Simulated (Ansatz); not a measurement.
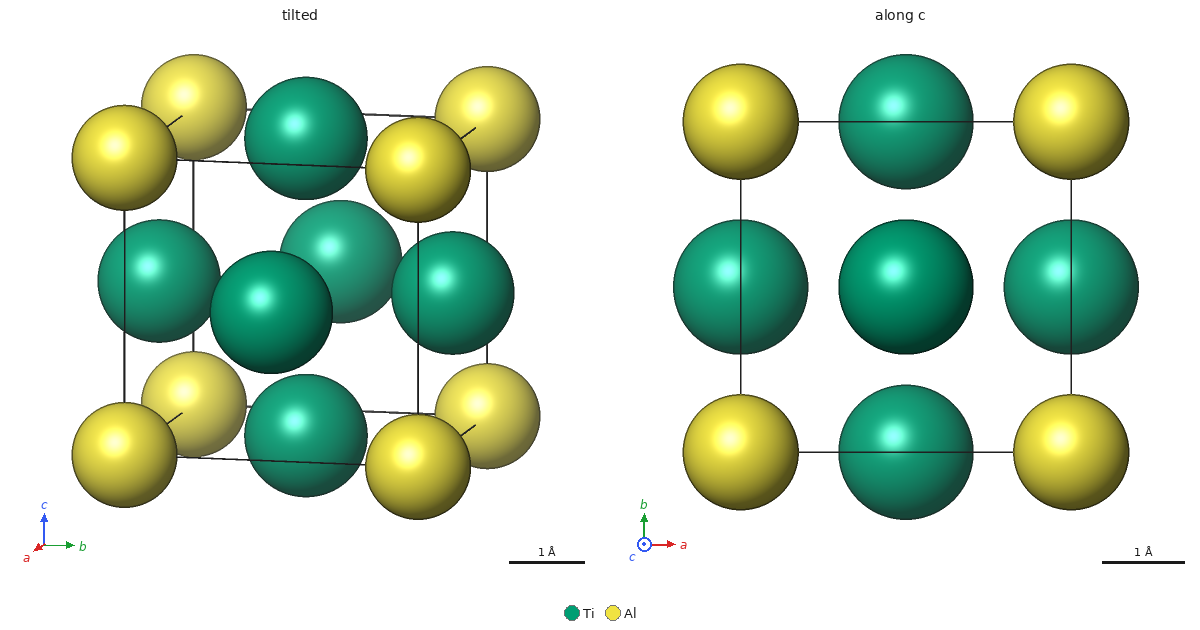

Drawn in the spheres-only manner and seen slightly off an axis and along the c axis. One conventional unit cell is framed, with atoms on its boundary repeated.

Ti₃Al, Cu₃Au (L1₂) type, space group Pm-3m (No. 221), a = 4.051 Å, b = 4.051 Å, c = 4.051 Å, α = 90.00°, β = 90.00°, γ = 90.00°. The structure comes from a random cell made by a generator, so it need not be a real form of the compound. Earlier steps of the study may have refined or changed the cell and positions. It was run through Ansatz as a DFT input.

This one geometry was computed with Ansatz (DFT, plane waves, PAW) at three levels of theory: r2SCAN, LDA and PBE.

> Which level gives the highest pressure at this volume, and what does that say about its equilibrium volume?

Highest: PBE (0.0 GPa), which points to the largest equilibrium volume. Lowest, with the smallest volume: LDA (-7.9 GPa). Levels within 0.5 GPa of each other can't be told apart.

> How does the band gap change with the level of theory?

All levels give a metal.

> Collect the results in a table.

| level | cutoff (eV) | k-mesh of the run's cell | gap (eV) | pressure (GPa) |
| --- | --- | --- | --- | --- |
| r2SCAN | 500 | 12×12×12 | metal | -0.9 |
| LDA | 420 | 12×12×12 | metal | -7.9 |
| PBE | 420 | 12×12×12 | metal | 0.0 |

Gaps are taken on the k-mesh or band path of each run.
